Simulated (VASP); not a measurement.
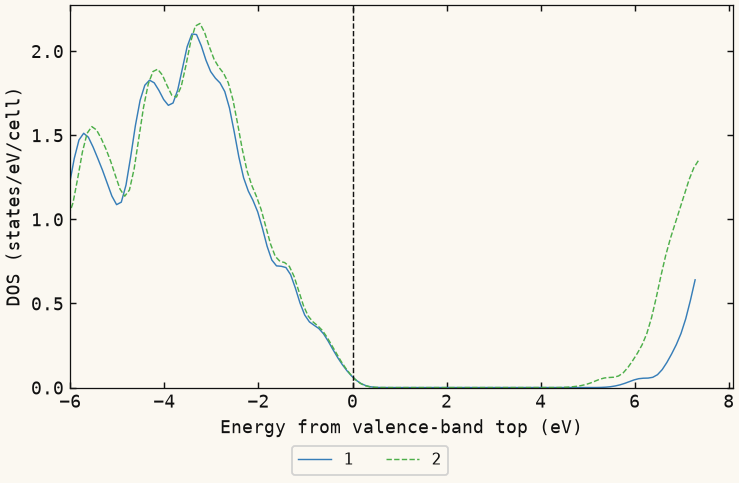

Total densities of states of wurtzite BN, space group P6_3mc (No. 186), 4 atoms in the cell (a = 2.542 Å, c = 4.204 Å (hexagonal axes)), by two methods on the same cell. The DOS curves are built from the levels of the k mesh with Gaussians 0.55 eV wide, which also blur the band edges; ripples of that width can come from the mesh. Each is counted from its own valence-band top.

Q: Which curve is which? The methods: r2SCAN, PBEsol.

A: 1 is r2SCAN; 2 is PBEsol. r2SCAN gives a gap of 5.70 eV and PBEsol gives a gap of 4.95 eV.

Settings. r2SCAN: VASP PAW PBE potentials, release 64 (B, N), no spin polarisation, no spin-orbit coupling, 12×12×6 k mesh, 520 eV cutoff, Gaussian smearing of 0.02 eV (VASP 6.6.1). PBEsol: VASP PAW PBE potentials, release 64 (B, N), no spin polarisation, no spin-orbit coupling, 12×12×6 k mesh, 520 eV cutoff, Gaussian smearing of 0.02 eV (VASP 6.6.1).

Gaps are the smallest over all k points computed. The PAW data sets were made with another functional. LDA, GGA and most meta-GGA functionals understate gaps. The usual form of BN is layered hexagonal. The cell was derived from a database entry in an earlier step, so it needn't be the measured one.
